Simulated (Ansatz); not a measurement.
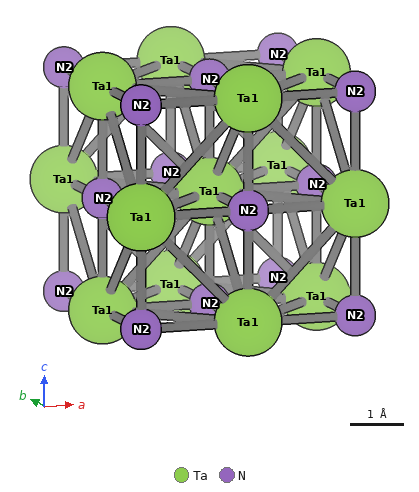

*The starting structure (ball-and-stick view of the cell 4 times as large as that of the calculation, set on its symmetry axes, seen slightly off an axis; atoms are numbered from 1 in the order of the input). An atom can appear more than once, as a periodic image.*

Near neighbours in the periodic cell (some may lie outside the picture): Ta has 6 N at 2.18 Å and 12 Ta at 3.08 Å; N has 6 Ta at 2.18 Å.

# Geometry relaxation, with input and output: TaN (part 1 of 2)

- system: TaN (2 atoms in the cell)
- method: DFT PBE+D3(BJ), scalar-relativistic, plane waves, PAW, no spin polarisation (Ansatz 0.2.0)

The structure derives from an entry of the Crystallography Open Database. Figures and captions count atoms from 1; the log counts them from 0 in places.

### What the program printed
```
Engine: ansatz 0.2.0, aarch64-unknown-linux-gnu
Pseudopotentials: kind: paw
Pseudopotential: Ta, paw, valence charge 13, recommended cutoff 420 eV (normal), Ta.paw.azcp
Pseudopotential: N, paw, valence charge 5, recommended cutoff 420 eV (normal), N.paw.azcp
Functional definition: PBE
  parameter kappa = 0.804
  parameter beta = 0.06672455060314922
  exchange = pbe_x(kappa = kappa, mu = beta*pi^2/3)
  correlation = pbe_c(beta = beta)
Crystal: 2 atoms, lattice volume = 20.692 Å³
Basis set: ecut = 420 eV, 411 PW (Γ), exchange–correlation on 48×48×48 points (8 copies of the dense FFT grid, shifted against one another)
Bands: 13, of which v1, the nominal top of the filled ones, is band 9 counted from 1 (8 counted from 0)
Symmetry: 48 space group operations
Space group: Fm-3m (ITA 225), of the structure as read, at distance tolerance 2.7e-5 Å
k-points: 145 of 4096
Non-local potential: Ta, projectors of the file, l = 0: 3, l = 1: 2, l = 2: 2, l = 3: 1
Non-local potential: N, projectors of the file, l = 0: 2, l = 1: 2, l = 2: 1
PAW form: soft (Blöchl's): semilocal exchange-correlation on the pseudo side does not see the compensation charge
PAW one-centre angular grid: Ta, 590 points (default); XC on 64 Gauss nodes
PAW one-centre angular grid: N, 110 points (default); XC on 64 Gauss nodes
Initial density: superposition of atomic densities (neutral atoms: chi_scale 0, normalization atom), corrected by the library's trained network
Initial wavefunctions: pseudopotential atomic-orbital guess
Functional: x = pbe(κ = 0.804, μ = 0.2195149727645171), c = pbe(β = 0.06672455060314922)
SCF iter   1: F=—  HF=-10318.852261 eV  |F-HF|=—  |Δ(HF+E_count)|=         —  Δρ=2.23e-3  dr2=8.64e-4  ethr=1.77e-3  ⟨swp⟩=5.7  Hψ=22432  notcnv=0  defer=76
automatic band count: the SCF goes on with 17 bands, as 13 were too few: the levels above may hold too much charge
preconditioner: auto → none  [metal: Δε(μ)=0.016 eV  Ē_g=15.902 eV  σ=0.100 eV  W_gap=0.09  n_scr=8 (ndim 8)  ℏωp=25.8 eV  f_vac=0.000  D(μ)=1.11/eV (n_scr^D=14)  sad-step TF]
SCF iter   2: F=—  HF=-10318.851901 eV  |F-HF|=—  |Δ(HF+E_count)|=   3.60e-4  Δρ=1.39e-3  dr2=3.81e-4  ethr=4.80e-6  ⟨swp⟩=2.0  Hψ=4027  notcnv=0  defer=77
SCF iter   3: F=—  HF=-10318.851943 eV  |F-HF|=—  |Δ(HF+E_count)|=   4.18e-5  Δρ=3.38e-4  dr2=1.55e-5  ethr=2.12e-6  ⟨swp⟩=2.2  Hψ=2836  notcnv=0  defer=77
SCF iter   4: F=—  HF=-10318.851937 eV  |F-HF|=—  |Δ(HF+E_count)|=   6.44e-6  Δρ=1.21e-4  dr2=1.70e-6  ethr=8.61e-8  ⟨swp⟩=1.4  Hψ=2507  notcnv=0  defer=77
iter 5 did not close the SCF: its close was put off for the readings that it lacked (scf_convergence_deferred on its scf_iter line)
SCF iter   5: F=-10318.851937 eV  HF=-10318.851937 eV  |F-HF|=3.19e-8  |Δ(HF+E_count)|=   3.41e-7  Δρ=1.74e-5  dr2=4.53e-8  ethr=9.44e-9  ⟨swp⟩=2.4  Hψ=2965  notcnv=0  defer=77
SCF iter   6: F=-10318.851937 eV  HF=-10318.851937 eV  |F-HF|=2.58e-9  |Δ(HF+E_count)|=   1.00e-8  Δρ=6.35e-6  dr2=3.98e-9  ethr=2.52e-10  ⟨swp⟩=9.2  Hψ=13854  notcnv=0
SCF 1 converged in 6 iterations: F = -10318.851937 eV  dr2 = 3.98e-9
  greatest PAW one-centre occupation: 0.999 electrons in one spin orbital (limit 2), on the Ta atom at site 0 (counted from 0), in its partial waves of l = 0
relax step   1: F+E_penalty+E_count = -10318.85193695 eV  Δ(F+E_penalty+E_count) = +0.000e0 eV  max|allowed force component| = 1.453e-29 eV/Å  Δτ_max = 0.0000 Å  P = +6.739 GPa  Ω = 20.692 Å³  (6 SCF iters, dr2 threshold 1.00e-7 eV, accepted)
Crystal: 2 atoms, lattice volume = 21.217 Å³
Bands: 17, of which v1, the nominal top of the filled ones, is band 9 counted from 1 (8 counted from 0)
Initial density: handed on by an earlier stage of this run
Initial wavefunctions: those handed on with the density
iter 1 solved again at ethr=2.29e-5 eV; its pass at ethr=3.10e-3 eV (dr2=4.12e-3 eV) is discarded
SCF iter   1: F=—  HF=-10318.858139 eV  |F-HF|=—  |Δ(HF+E_count)|=         —  Δρ=4.41e-3  dr2=4.09e-3  ethr=2.29e-5  ⟨swp⟩=1.5  Hψ=13961  notcnv=0
preconditioner: auto → none  [metal: Δε(μ)=0.013 eV  Ē_g=15.574 eV  σ=0.100 eV  W_gap=0.08  n_scr=8 (ndim 8)  ℏωp=25.5 eV  f_vac=0.000  D(μ)=1.14/eV (n_scr^D=14)]
SCF iter   2: F=—  HF=-10318.857313 eV  |F-HF|=—  |Δ(HF+E_count)|=   8.26e-4  Δρ=1.72e-3  dr2=7.28e-4  ethr=2.27e-5  ⟨swp⟩=1.0  Hψ=2465  notcnv=0
SCF iter   3: F=—  HF=-10318.857150 eV  |F-HF|=—  |Δ(HF+E_count)|=   1.63e-4  Δρ=2.13e-4  dr2=9.03e-6  ethr=4.04e-6  ⟨swp⟩=1.1  Hψ=2506  notcnv=0
SCF iter   4: F=—  HF=-10318.857149 eV  |F-HF|=—  |Δ(HF+E_count)|=   1.41e-6  Δρ=2.98e-5  dr2=1.58e-7  ethr=5.02e-8  ⟨swp⟩=1.4  Hψ=2662  notcnv=0
iter 5 did not close the SCF: its close was put off for the readings that it lacked (scf_convergence_deferred on its scf_iter line)
SCF iter   5: F=-10318.857149 eV  HF=-10318.857149 eV  |F-HF|=5.60e-10  |Δ(HF+E_count)|=   6.29e-9  Δρ=4.79e-6  dr2=3.01e-9  ethr=8.76e-10  ⟨swp⟩=2.3  Hψ=3198  notcnv=0
SCF iter   6: F=-10318.857149 eV  HF=-10318.857149 eV  |F-HF|=7.46e-11  |Δ(HF+E_count)|=  6.48e-10  Δρ=7.91e-7  dr2=9.41e-11  ethr=1.67e-11  ⟨swp⟩=4.6  Hψ=10464  notcnv=0
SCF 2 converged in 6 iterations: F = -10318.857149 eV  dr2 = 9.41e-11
relax step   2: F+E_penalty+E_count = -10318.85714908 eV  Δ(F+E_penalty+E_count) = -5.212e-3 eV  max|allowed force component| = 9.532e-30 eV/Å  Δτ_max = 0.0000 Å  P = -2.341 GPa  Ω = 21.217 Å³  energy of the carried Pulay correction = -1.663e-3 eV  (6 SCF iters, dr2 threshold 2.00e-7 eV, accepted)
Crystal: 2 atoms, lattice volume = 21.079 Å³
iter 1 solved again at ethr=1.51e-6 eV; its pass at ethr=3.10e-3 eV (dr2=2.71e-4 eV) is discarded
SCF iter   1: F=—  HF=-10318.858689 eV  |F-HF|=—  |Δ(HF+E_count)|=         —  Δρ=1.12e-3  dr2=2.61e-4  ethr=1.51e-6  ⟨swp⟩=2.4  Hψ=13510  notcnv=0
preconditioner: auto → none  [metal: Δε(μ)=0.017 eV  Ē_g=15.680 eV  σ=0.100 eV  W_gap=0.09  n_scr=8 (ndim 8)  ℏωp=25.6 eV  f_vac=0.000  D(μ)=1.13/eV (n_scr^D=14)]
SCF iter   2: F=—  HF=-10318.858638 eV  |F-HF|=—  |Δ(HF+E_count)|=   5.18e-5  Δρ=4.17e-4  dr2=4.30e-5  ethr=1.45e-6  ⟨swp⟩=1.0  Hψ=2468  notcnv=0
SCF iter   3: F=—  HF=-10318.858625 eV  |F-HF|=—  |Δ(HF+E_count)|=   1.28e-5  Δρ=6.73e-5  dr2=1.03e-6  ethr=2.39e-7  ⟨swp⟩=1.0  Hψ=2471  notcnv=0
iter 4 did not close the SCF: its close was put off for the readings that it lacked (scf_convergence_deferred on its scf_iter line)
SCF iter   4: F=-10318.858625 eV  HF=-10318.858625 eV  |F-HF|=7.16e-9  |Δ(HF+E_count)|=   2.64e-7  Δρ=9.40e-6  dr2=1.56e-8  ethr=5.70e-9  ⟨swp⟩=1.3  Hψ=2593  notcnv=0
iter 5 did not close the SCF: its close was put off for the readings that it lacked (scf_convergence_deferred on its scf_iter line)
SCF iter   5: F=-10318.858625 eV  HF=-10318.858625 eV  |F-HF|=3.46e-11  |Δ(HF+E_count)|=   4.88e-9  Δρ=2.00e-6  dr2=4.63e-10  ethr=8.67e-11  ⟨swp⟩=2.1  Hψ=3621  notcnv=0
SCF iter   6: F=-10318.858625 eV  HF=-10318.858625 eV  |F-HF|=1.27e-11  |Δ(HF+E_count)|=  2.20e-10  Δρ=3.69e-7  dr2=1.83e-11  ethr=2.57e-12  ⟨swp⟩=4.3  Hψ=9943  notcnv=0
SCF 3 converged in 6 iterations: F = -10318.858625 eV  dr2 = 1.83e-11
relax step   3: F+E_penalty+E_count = -10318.85862455 eV  Δ(F+E_penalty+E_count) = -1.475e-3 eV  max|allowed force component| = 5.154e-29 eV/Å  Δτ_max = 0.0000 Å  P = -0.071 GPa  Ω = 21.079 Å³  energy of the carried Pulay correction = -1.230e-3 eV  (6 SCF iters, dr2 threshold 2.00e-7 eV, accepted)
Crystal: 2 atoms, lattice volume = 21.075 Å³
iter 1 solved again at ethr=1.54e-9 eV; its pass at ethr=3.10e-3 eV (dr2=2.77e-7 eV) is discarded
SCF iter   1: F=—  HF=-10318.858641 eV  |F-HF|=—  |Δ(HF+E_count)|=         —  Δρ=3.57e-5  dr2=2.66e-7  ethr=1.54e-9  ⟨swp⟩=2.5  Hψ=13097  notcnv=0
preconditioner: auto → none  [metal: Δε(μ)=0.016 eV  Ē_g=15.678 eV  σ=0.100 eV  W_gap=0.09  n_scr=8 (ndim 8)  ℏωp=25.6 eV  f_vac=0.000  D(μ)=1.13/eV (n_scr^D=14)]
SCF iter   2: F=—  HF=-10318.858639 eV  |F-HF|=—  |Δ(HF+E_count)|=   2.01e-6  Δρ=1.31e-5  dr2=4.25e-8  ethr=1.48e-9  ⟨swp⟩=1.0  Hψ=2468  notcnv=0
iter 3 did not close the SCF: its close was put off for the readings that it lacked (scf_convergence_deferred on its scf_iter line)
SCF iter   3: F=-10318.858639 eV  HF=-10318.858639 eV  |F-HF|=7.91e-10  |Δ(HF+E_count)|=   1.06e-8  Δρ=2.22e-6  dr2=1.12e-9  ethr=2.36e-10  ⟨swp⟩=1.0  Hψ=2471  notcnv=0
iter 4 did not close the SCF: its close was put off for the readings that it lacked (scf_convergence_deferred on its scf_iter line)
SCF iter   4: F=-10318.858639 eV  HF=-10318.858639 eV  |F-HF|=5.46e-12  |Δ(HF+E_count)|=  2.76e-10  Δρ=3.16e-7  dr2=1.65e-11  ethr=6.23e-12  ⟨swp⟩=1.4  Hψ=2653  notcnv=0
iter 5 did not close the SCF: its close was put off for the readings that it lacked (scf_convergence_deferred on its scf_iter line)
SCF iter   5: F=-10318.858639 eV  HF=-10318.858639 eV  |F-HF|=3.64e-12  |Δ(HF+E_count)|=  3.64e-12  Δρ=6.20e-8  dr2=4.78e-13  ethr=1.00e-12  ⟨swp⟩=1.4  Hψ=2566  notcnv=0
iter 6 did not close the SCF: its close was put off for the readings that it lacked (scf_convergence_deferred on its scf_iter line)
SCF iter   6: F=-10318.858639 eV  HF=-10318.858639 eV  |F-HF|=3.64e-12  |Δ(HF+E_count)|=  3.64e-12  Δρ=1.41e-8  dr2=4.96e-14  ethr=1.00e-12  ⟨swp⟩=1.0  Hψ=2465  notcnv=0
SCF iter   7: F=-10318.858639 eV  HF=-10318.858639 eV  |F-HF|=0.00e0  |Δ(HF+E_count)|=    0.00e0  Δρ=9.08e-10  dr2=1.25e-16  ethr=1.00e-12  ⟨swp⟩=3.0  Hψ=7494  notcnv=0
SCF 4 converged in 7 iterations: F = -10318.858639 eV  dr2 = 1.25e-16
relax step   4: F+E_penalty+E_count = -10318.85863900 eV  Δ(F+E_penalty+E_count) = -1.446e-5 eV  max|allowed force component| = 8.398e-30 eV/Å  Δτ_max = 0.0000 Å  P = +0.001 GPa  Ω = 21.075 Å³  energy of the carried Pulay correction = -1.217e-3 eV  (7 SCF iters, accepted)
Initial wavefunctions: pseudopotential atomic-orbital guess (no wavefunctions were taken with the density)
iter 1 solved again at ethr=2.88e-8 eV; its pass at ethr=3.10e-3 eV (dr2=5.18e-6 eV) is discarded
SCF iter   1: F=—  HF=-10318.860000 eV  |F-HF|=—  |Δ(HF+E_count)|=         —  Δρ=1.15e-4  dr2=4.53e-7  ethr=2.88e-8  ⟨swp⟩=3.2  Hψ=18940  notcnv=0
SCF iter   2: F=—  HF=-10318.859998 eV  |F-HF|=—  |Δ(HF+E_count)|=   2.68e-6  Δρ=5.43e-5  dr2=7.79e-8  ethr=2.52e-9  ⟨swp⟩=2.3  Hψ=3119  notcnv=0
SCF iter   3: F=—  HF=-10318.859998 eV  |F-HF|=—  |Δ(HF+E_count)|=   1.84e-7  Δρ=5.44e-6  dr2=1.06e-9  ethr=4.33e-10  ⟨swp⟩=2.0  Hψ=3171  notcnv=0
iter 4 did not close the SCF: its close was put off for the readings that it lacked (scf_convergence_deferred on its scf_iter line)
SCF iter   4: F=-10318.859998 eV  HF=-10318.859998 eV  |F-HF|=3.64e-12  |Δ(HF+E_count)|=   2.40e-9  Δρ=2.91e-7  dr2=1.05e-11  ethr=5.87e-12  ⟨swp⟩=2.0  Hψ=3181  notcnv=0
iter 5 did not close the SCF: its close was put off for the readings that it lacked (scf_convergence_deferred on its scf_iter line)
SCF iter   5: F=-10318.859998 eV  HF=-10318.859998 eV  |F-HF|=3.64e-12  |Δ(HF+E_count)|=  3.64e-12  Δρ=6.49e-8  dr2=4.26e-13  ethr=1.00e-12  ⟨swp⟩=1.0  Hψ=2465  notcnv=0
iter 6 did not close the SCF: its close was put off for the readings that it lacked (scf_convergence_deferred on its scf_iter line)
SCF iter   6: F=-10318.859998 eV  HF=-10318.859998 eV  |F-HF|=0.00e0  |Δ(HF+E_count)|=  3.64e-12  Δρ=6.22e-9  dr2=9.41e-15  ethr=1.00e-12  ⟨swp⟩=1.0  Hψ=2465  notcnv=0
iter 7 did not close the SCF: its close was put off for the readings that it lacked (scf_convergence_deferred on its scf_iter line)
SCF iter   7: F=-10318.859998 eV  HF=-10318.859998 eV  |F-HF|=9.09e-12  |Δ(HF+E_count)|=  1.82e-12  Δρ=1.01e-9  dr2=1.61e-16  ethr=1.00e-12  ⟨swp⟩=1.0  Hψ=2465  notcnv=0
SCF iter   8: F=-10318.859998 eV  HF=-10318.859998 eV  |F-HF|=5.46e-12  |Δ(HF+E_count)|=  1.82e-12  Δρ=1.27e-10  dr2=1.18e-18  ethr=1.00e-12  ⟨swp⟩=2.0  Hψ=6091  notcnv=0
SCF 5 converged in 8 iterations: F = -10318.859998 eV  dr2 = 1.18e-18
relax step   5: F+E_penalty+E_count = -10318.85999784 eV  Δ(F+E_penalty+E_count) = -1.359e-3 eV  max|allowed force component| = 7.757e-30 eV/Å  Δτ_max = 0.0000 Å  P = +0.101 GPa  Ω = 21.075 Å³  stress off target by 1.01e-1 GPa  SCF on the basis re-selected at this cell (its energy is not comparable with the rows above)  (8 SCF iters)
basis re-selected at this cell: Δ(F+E_penalty+E_count) = -1.359e-3 eV, ΔP = +0.100 GPa vs the last step (what re-selecting the basis moved, of the pressure what is left beyond the Pulay correction that the steps carried, after the strain that the cell walked since its last selection, with what the two solves' SCF thresholds leave and, on support functions, any second-order correction that the steps lacked; it is no measure of the basis error at this ecutwfc). This SCF's stress stands 1.01e-1 GPa from its target on what of the cell is left free (relax.cell.stress_tol is 5.00e-2 GPa) and its largest allowed force component is 7.76e-30 eV/Å (relax.f_tol is 5.00e-3 eV/Å): not within both, so this SCF does not close the relaxation
Crystal: 2 atoms, lattice volume = 21.081 Å³
iter 1 solved again at ethr=2.95e-9 eV; its pass at ethr=3.10e-3 eV (dr2=5.30e-7 eV) is discarded
SCF iter   1: F=—  HF=-10318.859983 eV  |F-HF|=—  |Δ(HF+E_count)|=         —  Δρ=4.93e-5  dr2=5.07e-7  ethr=2.95e-9  ⟨swp⟩=2.5  Hψ=13111  notcnv=0
preconditioner: auto → none  [metal: Δε(μ)=0.016 eV  Ē_g=15.674 eV  σ=0.100 eV  W_gap=0.09  n_scr=8 (ndim 8)  ℏωp=25.6 eV  f_vac=0.000  D(μ)=1.13/eV (n_scr^D=14)]
SCF iter   2: F=—  HF=-10318.859981 eV  |F-HF|=—  |Δ(HF+E_count)|=   2.09e-6  Δρ=1.86e-5  dr2=8.54e-8  ethr=2.82e-9  ⟨swp⟩=1.0  Hψ=2468  notcnv=0
iter 3 did not close the SCF: its close was put off for the readings that it lacked (scf_convergence_deferred on its scf_iter line)
SCF iter   3: F=-10318.859981 eV  HF=-10318.859981 eV  |F-HF|=1.32e-9  |Δ(HF+E_count)|=   2.11e-8  Δρ=2.87e-6  dr2=1.87e-9  ethr=4.74e-10  ⟨swp⟩=1.0  Hψ=2473  notcnv=0
iter 4 did not close the SCF: its close was put off for the readings that it lacked (scf_convergence_deferred on its scf_iter line)
SCF iter   4: F=-10318.859981 eV  HF=-10318.859981 eV  |F-HF|=1.46e-11  |Δ(HF+E_count)|=  5.06e-10  Δρ=3.99e-7  dr2=2.91e-11  ethr=1.04e-11  ⟨swp⟩=1.4  Hψ=2634  notcnv=0
iter 5 did not close the SCF: its close was put off for the readings that it lacked (scf_convergence_deferred on its scf_iter line)
SCF iter   5: F=-10318.859981 eV  HF=-10318.859981 eV  |F-HF|=7.28e-12  |Δ(HF+E_count)|=  7.28e-12  Δρ=8.85e-8  dr2=8.71e-13  ethr=1.00e-12  ⟨swp⟩=1.9  Hψ=2853  notcnv=0
SCF iter   6: F=-10318.859981 eV  HF=-10318.859981 eV  |F-HF|=3.64e-12  |Δ(HF+E_count)|=  5.46e-12  Δρ=1.17e-8  dr2=2.05e-14  ethr=1.00e-12  ⟨swp⟩=3.4  Hψ=8199  notcnv=0
SCF 6 converged in 6 iterations: F = -10318.859981 eV  dr2 = 2.05e-14
relax step   6: F+E_penalty+E_count = -10318.85998071 eV  Δ(F+E_penalty+E_count) = +1.712e-5 eV  max|allowed force component| = 8.513e-30 eV/Å  Δτ_max = 0.0000 Å  P = +0.001 GPa  Ω = 21.081 Å³  energy of the carried Pulay correction = -1.905e-5 eV  (6 SCF iters, accepted)
iter 1 solved again at ethr=3.02e-8 eV; its pass at ethr=3.10e-3 eV (dr2=5.44e-6 eV) is discarded
SCF iter   1: F=—  HF=-10318.859991 eV  |F-HF|=—  |Δ(HF+E_count)|=         —  Δρ=8.66e-7  dr2=3.25e-11  ethr=3.02e-8  ⟨swp⟩=3.2  Hψ=18934  notcnv=0
eigensolver tolerance schedule: the retry pair's looser diagonalisation over-reported the residual by 167353.79 of it (diagonalisation noise at an unbounded share of the residual, at the tolerance the schedule requests for it); recorded, not acted on — ethr = c·dr2/N_el stays at c = 1.0e-1
SCF iter   2: F=—  HF=-10318.859988 eV  |F-HF|=—  |Δ(HF+E_count)|=   2.22e-6  Δρ=3.21e-7  dr2=3.20e-12  ethr=1.00e-12  ⟨swp⟩=2.8  Hψ=4286  notcnv=0
iter 3 did not close the SCF: its close was put off for the readings that it lacked (scf_convergence_deferred on its scf_iter line)
SCF iter   3: F=-10318.859988 eV  HF=-10318.859988 eV  |F-HF|=3.64e-12  |Δ(HF+E_count)|=    0.00e0  Δρ=1.45e-7  dr2=7.53e-13  ethr=1.00e-12  ⟨swp⟩=1.0  Hψ=2465  notcnv=0
iter 4 did not close the SCF: its close was put off for the readings that it lacked (scf_convergence_deferred on its scf_iter line)
SCF iter   4: F=-10318.859988 eV  HF=-10318.859988 eV  |F-HF|=0.00e0  |Δ(HF+E_count)|=  3.64e-12  Δρ=7.89e-9  dr2=6.13e-15  ethr=1.00e-12  ⟨swp⟩=1.0  Hψ=2465  notcnv=0
iter 5 did not close the SCF: its close was put off for the readings that it lacked (scf_convergence_deferred on its scf_iter line)
SCF iter   5: F=-10318.859988 eV  HF=-10318.859988 eV  |F-HF|=0.00e0  |Δ(HF+E_count)|=  3.64e-12  Δρ=3.27e-9  dr2=8.88e-16  ethr=1.00e-12  ⟨swp⟩=1.0  Hψ=2465  notcnv=0
iter 6 did not close the SCF: its close was put off for the readings that it lacked (scf_convergence_deferred on its scf_iter line)
SCF iter   6: F=-10318.859988 eV  HF=-10318.859988 eV  |F-HF|=1.82e-12  |Δ(HF+E_count)|=  1.82e-12  Δρ=1.59e-9  dr2=2.10e-16  ethr=1.00e-12  ⟨swp⟩=1.0  Hψ=2465  notcnv=0
SCF iter   7: F=-10318.859988 eV  HF=-10318.859988 eV  |F-HF|=7.28e-12  |Δ(HF+E_count)|=  1.82e-12  Δρ=3.03e-10  dr2=8.76e-18  ethr=1.00e-12  ⟨swp⟩=1.1  Hψ=5526  notcnv=0
SCF 7 converged in 7 iterations: F = -10318.859988 eV  dr2 = 8.76e-18
relax step   7: F+E_penalty+E_count = -10318.85998850 eV  Δ(F+E_penalty+E_count) = -7.785e-6 eV  max|allowed force component| = 9.532e-30 eV/Å  Δτ_max = 0.0000 Å  P = +0.002 GPa  Ω = 21.081 Å³  stress off target by 1.60e-3 GPa  SCF on the basis re-selected at this cell (its energy is not comparable with the rows above)  (7 SCF iters)
```
